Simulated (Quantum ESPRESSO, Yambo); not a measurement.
A convergence test on BN (Qingsongite).

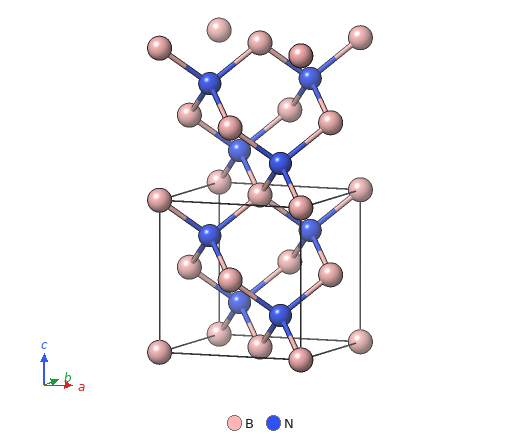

The structure (boron pink, nitrogen blue). Bonds to atoms that aren't drawn are left out. 1×1×2 conventional cells are drawn. Some periodic images of atoms are drawn too.

```cif
data_structure
_symmetry_space_group_name_H-M 'P 1'
_symmetry_Int_Tables_number 1
_cell_length_a 2.5562
_cell_length_b 2.5562
_cell_length_c 2.5562
_cell_angle_alpha 60.000
_cell_angle_beta 60.000
_cell_angle_gamma 60.000
_cell_volume 11.81
loop_
_atom_site_label
_atom_site_type_symbol
_atom_site_fract_x
_atom_site_fract_y
_atom_site_fract_z
_atom_site_occupancy
B1 B 0.00000 0.00000 0.00000 1
N2 N 0.25000 0.25000 0.25000 1
```

The cell and positions come from the Crystallography Open Database and are kept as given unless a step says otherwise.

Program: Yambo 5.3.0; PBE start, 6×6×6 mesh, Godby-Needs plasmon pole.

```tsv
bands	screening cutoff (eV)	gap on the mesh (eV)
39	210.9	5.915
143	210.9	6.017
39	353.7	5.935
```

Q: If the two steps added up, what gap would 143 bands at 353.7 eV give? Do they add up?

From the first row, the second adds +0.102 eV and the third +0.020 eV, so the sum predicts 5.915 +0.102 +0.020 = 6.037 eV. The run gave 6.081 eV, +0.044 eV from that. They don't add up: at the higher cutoff the same bands are worth +0.146 eV. High empty states act through short-wavelength screening, so a band sum at a low cutoff levels off early.

Limits: not at the basis limit; coarse k mesh.

[Paths, hosts, dates, memory and timing lines, banners, echoed tables and standing remarks are left out of the program output.]

[Logs are printed without paths, hosts, clocks, repeated set-up lines and the standing remarks that a program may print on its own settings, such as how far it seeks lower states.]

[Runs of the session that timed out or met a known fault of the program may be left out.]

[Hosts, paths, dates, database ids (printed as entryN), source tags and the programs' standing remarks are cut or masked in the printed files.]
